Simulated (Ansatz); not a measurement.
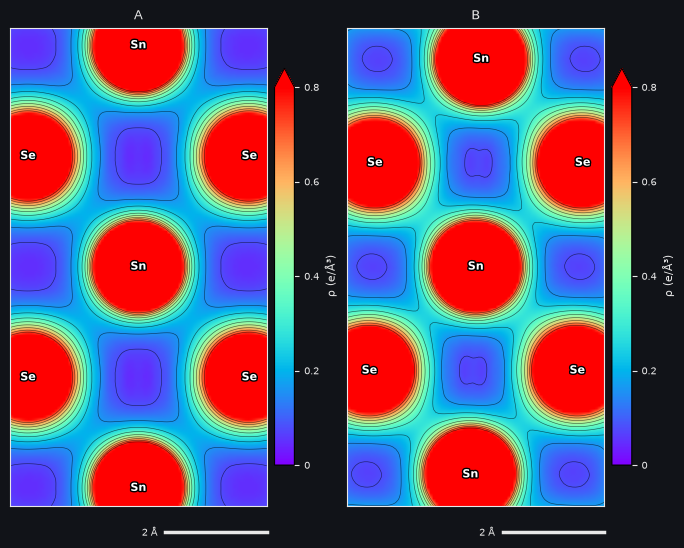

SnSe. The valence charge density (pseudo) of two cells that differ in size and shape, on the (011) plane of each (indices in the axes of the calculation cell), at one length scale and on one colour scale; one has 24.0 and the other 29.4 Å³ an atom.

All numbers below come from Ansatz 0.2.0, DFT LDA, scalar-relativistic, plane waves, PAW.

In a PAW calculation such maps are meaningful between the atoms, not at the nuclei.

The larger cell:

```yaml
crystal:
  lattice:
    - [0.00000, 3.08525, 3.08525]
    - [3.08525, 0.00000, 3.08525]
    - [3.08525, 3.08525, 0.00000]
  atoms:
    - { symbol: Sn, position: [0.00000, 0.00000, 0.00000] }
    - { symbol: Se, position: [0.50000, 0.50000, 0.50000] }
```

The smaller cell: a = 4.097 Å, b = 4.097 Å, c = 4.044 Å, α = 60.43°, β = 60.43°, γ = 59.14°.

### Which is the denser cell? Describe the effect of the change.

Panel B is the smaller cell, by 18 % in volume. From the larger cell to the smaller, Sn–Se goes from 3.09 to 2.86 Å, and the density at its midpoint from 0.2 to 0.29 e/Å³; the pressure goes from −6 to 4.6 GPa; the Kohn–Sham gap goes from 0.32 eV to 0.62 eV.
